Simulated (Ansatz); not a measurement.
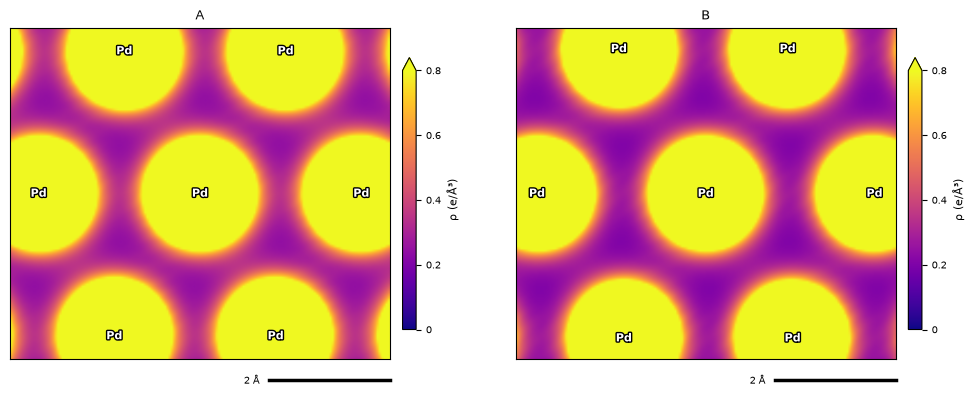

Pd. The valence charge density (pseudo) of two cells that differ in size and shape, on the (100) plane of each (indices in the axes of the calculation cell), at one length scale and on one colour scale; one has 13.8 and the other 15.2 Å³ an atom.

Space group I4/mmm.

Theory: Ansatz, DFT PBEsol, scalar-relativistic, plane waves, PAW.

In a PAW calculation such maps are meaningful between the atoms, not at the nuclei.

The larger cell:

```yaml
crystal:
  lattice:
    - [0.00000, 1.94490, 2.00325]
    - [1.94490, 0.00000, 2.00325]
    - [1.94490, 1.94490, 0.00000]
  atoms:
    - { symbol: Pd, position: [0.00000, 0.00000, 0.00000] }
```

The smaller cell: a = 2.669 Å, b = 2.669 Å, c = 2.751 Å, α = 58.99°, β = 58.99°, γ = 62.02°.

Which panel shows the smaller cell, and what does the compression change?

Answer. Panel A is the smaller cell, by 9 % in volume. From the larger cell to the smaller, Pd–Pd goes from 2.75 to 2.67 Å, and the density at its midpoint from 0.3 to 0.35 e/Å³; the pressure goes from −7 to 12 GPa.
